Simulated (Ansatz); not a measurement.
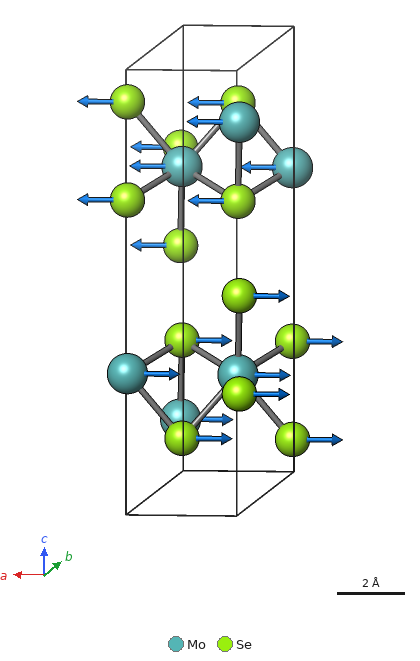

One vibrational mode of a crystal of MoSe2 at the zone centre. The blue arrows are the displacements of the atoms (eigenvector over the root of the mass), of arbitrary overall length and sign. The picture is a ball-and-stick view of the cell of the calculation, seen from a free direction.

These are results of DFT PBE, scalar-relativistic, plane waves, PAW (Ansatz 0.2.0), not measurements. (plane-wave cutoff 420 eV; k-point mesh 12 × 12 × 2; occupations fixed; no spin polarisation)

Frequencies are those without the non-analytic (LO–TO) term.

What mode is this, and where does it lie in the spectrum?

Answer. This is the E₂g mode (doubly degenerate; one member of the set is drawn) at 5 cm⁻¹, the lowest optical level, Raman-active by symmetry. All motion is along a; whole layers move rigidly against one another; the kinetic energy is shared as Se 62 %, Mo 38 %. The frequency is so near zero that its sign isn't certain.
